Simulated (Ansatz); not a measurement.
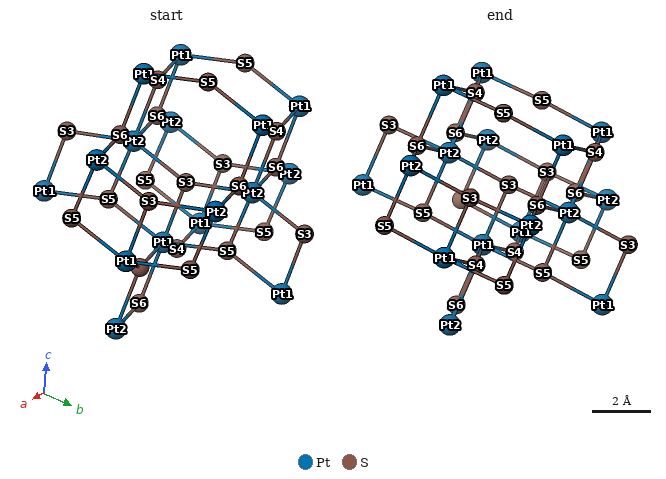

The structure of a crystal of PtS2 (built on the anatase type) before (left) and after (right) a relaxation, at one scale.

A ball-and-stick model of the atoms within 5.8 Å of the atom that moves most (axes of the cell of the calculation, reduced to other axes), seen slightly off an axis. Lengths and directions refer to the drawn axes.

Case: shaken.

Computed with Ansatz 0.2.0, DFT, PBEsol, plane waves, PAW.

The input:
```yaml
crystal:
  lattice:
    - [-2.2666768844, 2.2709572307, 5.8651515596]
    - [2.3442554383, -2.3433192065, 5.9244406306]
    - [2.2700122554, 2.3466545775, -5.8937647326]
  atoms:
    - { symbol: Pt, position: [0.745258235, 0.2430178838, 0.4943659684] }
    - { symbol: Pt, position: [0.0023937424, 0.0020365417, 0.0074695022] }
    - { symbol: S, position: [0.5470513588, 0.0461964431, 0.4921086793] }
    - { symbol: S, position: [0.8035404428, 0.8081587343, 0.0162705477] }
    - { symbol: S, position: [0.1781897082, 0.1809190904, -0.0234514183] }
    - { symbol: S, position: [0.9413857587, 0.4676456472, 0.5109010638] }
kpoints:
  mp_grid: { grid: [6, 6, 6] }
hamiltonian:
  xc: pbesol
scf:
  occupations: { method: fermi_dirac, width: 0.05 }
relax:
  f_tol: 0.01
  cell: {}
  max_steps: 120
```

Run as
```bash
ansatz run input.yaml --threads 2 --pin off --max-ram 2211MiB --backend cpu --events-out ev --progress --plain --runs-dir out
```

Summarise the run.

The energy falls by 0.630 eV per cell of the calculation in 16 accepted moves (18 points after the start). Largest force component: 0.8 eV/Å at the start, 0.0025 eV/Å at the end. Pressure: 1.42 GPa at the start and 0.00 GPa at the end. At 2 points the geometry stayed and the basis and grid were re-selected for the new cell (energy shift of 1.3 meV per cell of the calculation at most each time). The largest move relative to the cell is that of S3, 0.51 Å along [−2 2 3]. Largest moves by element: S 0.51 Å, Pt 0.26 Å. Cell: a 4.614 → 4.663 Å (+1.0 %), b 4.618 → 4.739 Å (+2.6 %), c 6.685 → 6.122 Å (−8.4 %), α 109.5° → 117.9°, β 109.4° → 105.8°, γ 90.1° → 93.0°. Volume −10.5 %. Some distances before and after: S3–S6 3.536 → 2.714 Å, S4–S5 3.378 → 2.714 Å, S3–S5 2.791 → 3.319 Å, Pt1–S4 2.312 → 2.478 Å. Among the angles between lasting bonds that change: S3–Pt2–S6 94.3° → 122.5°, S4–Pt1–S5 95.3° → 122.5°, S4–Pt1–S5 92.7° → 65.9°. The space group (tolerance 0.01 Å) goes from P1 (No. 1) to P-1 (No. 2).
